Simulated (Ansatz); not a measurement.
System: Pt.

The calculation's input:

```
crystal:
  lattice:
    - [-1.58422, 1.505009, 1.505009]
    - [1.58422, -1.663431, 1.663431]
    - [1.58422, 1.663431, -1.663431]
  atoms:
    - { symbol: Pt, position: [0.0, 0.0, 0.0] }
basis:
  ecutwfc: 420
kpoints:
  mp_grid: { grid: [22, 22, 22] }
hamiltonian:
  xc: pbesol
scf:
  occupations: { method: gaussian, width: 0.15 }
output:
  forces: true
  stress: true
  eigenvalues: true
  write_density: true
  write_potential: true
  elf: true
  volumetric_format: npy
```

Launched as:

```sh
ansatz run input.yaml --threads 1 --pin off --max-ram 2560MiB --backend cpu --events-out ev --progress --plain --runs-dir out
```

Below, planes, directions and counts refer to the conventional cell (a = 3.17 Å, b = 4.26 Å, c = 4.70 Å, α = 90.00°, β = 90.00°, γ = 90.00°).

Space group Fmmm; a structure from a database of computed crystals, not necessarily the ambient phase; changed on purpose from its base cell (strain -0.1000 x Voigt [0, 0, 0, 1, 0, 0], atoms carried along); computed pressure about −8 GPa in this cell.

Computed with DFT PBEsol, scalar-relativistic, plane waves, PAW in Ansatz 0.2.0.

What will maps of the valence pseudo-density and electron localisation function show?

Pt–Pt (2.84 Å): ρ is about 0.33 e/Å³ halfway; the ELF is about 0.30 at the midpoint (no shared electron pair shows on this line).

Does the calculation make it a metal, or give it a gap?

It is metallic or semimetallic at this level of theory: no gap opens.

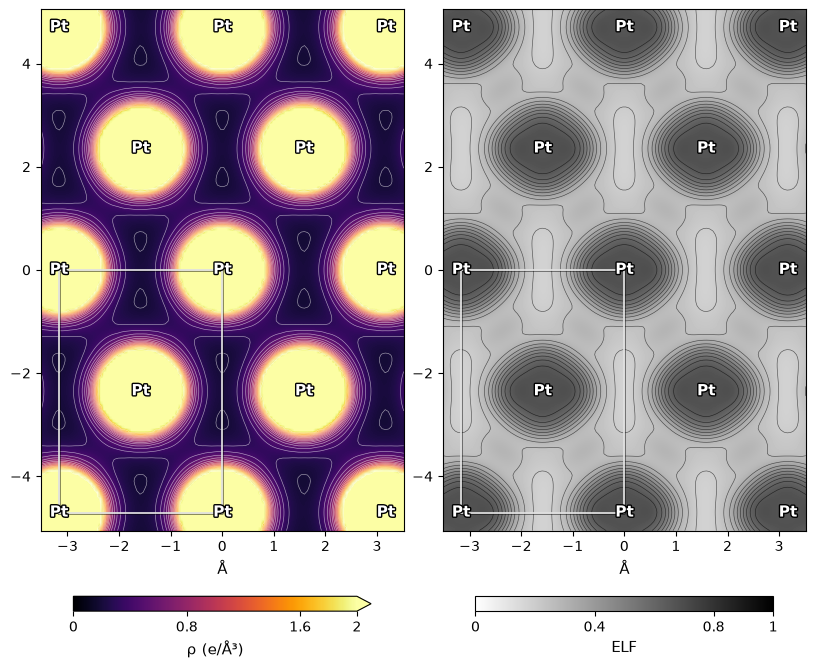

Computed valence pseudo-density and electron localisation function on the (010) plane of the conventional cell, in this order. 

In a PAW calculation such maps are meaningful between the atoms, not at the nuclei.
